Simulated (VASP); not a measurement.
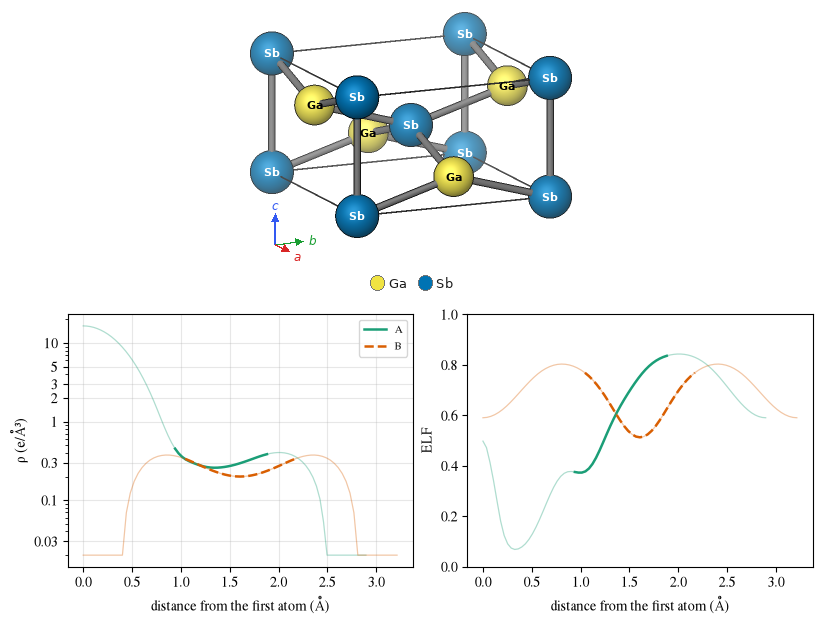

*GaSb. Valence charge density (pseudo) and electron localisation function along straight lines between neighbouring atoms. Thin, pale parts lie inside the atomic spheres. The structure is drawn too.*

Space group I-4m2; a structure from a database of computed crystals, not necessarily the ambient phase; changed on purpose from its base cell (functional PBEsol, strained and moved within the space group); computed pressure about −4 GPa in this cell.

All numbers below come from Kohn-Sham DFT of a periodic cell, PBEsol, VASP PAW PBE potentials, recommended in VASP 6.6.1.

Core electrons are frozen (PAW), and the valence fields are smoothed inside the atomic spheres.

```
Ga Sb
1.0
     5.56194    0.00000    0.00000
     0.00000   -5.56194    0.00000
     0.00000    0.00000   -3.21323
Ga Sb
2 2
Direct
  0.00000 0.50000 0.25000
  0.50000 0.00000 0.75000
  0.50000 0.50000 0.50000
  0.00000 0.00000 0.00000
```

Q: Which curve belongs to which contact (Ga–Sb and Sb–Sb)? The first atom named is at distance zero.

A: Curve A: Ga–Sb (2.89 Å): ρ at the midpoint is about 0.26 e/Å³; the ELF is about 0.65 at the midpoint. Curve B: Sb–Sb (3.21 Å): ρ is about 0.2 e/Å³ halfway; the ELF is about 0.50 at the midpoint.
